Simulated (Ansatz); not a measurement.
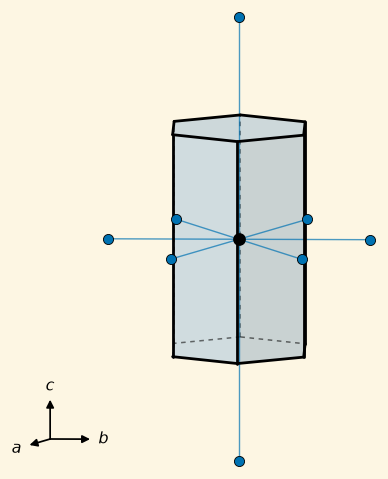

The Wigner–Seitz cell of the crystal's lattice, with lines to the lattice points that define its faces. Crystal: Pt, coordinates from a relaxation at fixed volume with Ansatz 0.2.0, DFT PBE, spin-orbit coupling, plane waves, PAW; the starting structure was generated, so it need not be a known form of this composition. Symmetry computed with spglib at a tolerance of 0.002 Å; standard conventional cell.

a = 2.767 Å, b = 2.767 Å, c = 4.760 Å, α = 90.00°, β = 90.00°, γ = 120.00°; space group P6_3/mmc (No. 194).

Describe the polyhedron.

Answer. A hexagonal prism: 8 faces (6 with 4 edges, 2 with 6 edges), 18 edges, 12 vertices. Its volume is that of the primitive cell, 31.6 Å³.

Which lattice vectors do the faces bisect?

Answer.
| example | length (Å) | faces | edges of each | area (Å²) |
| --- | --- | --- | --- | --- |
| a + b | 2.77 | 6 | 4 | 7.6 |
| c | 4.76 | 2 | 6 | 6.6 |
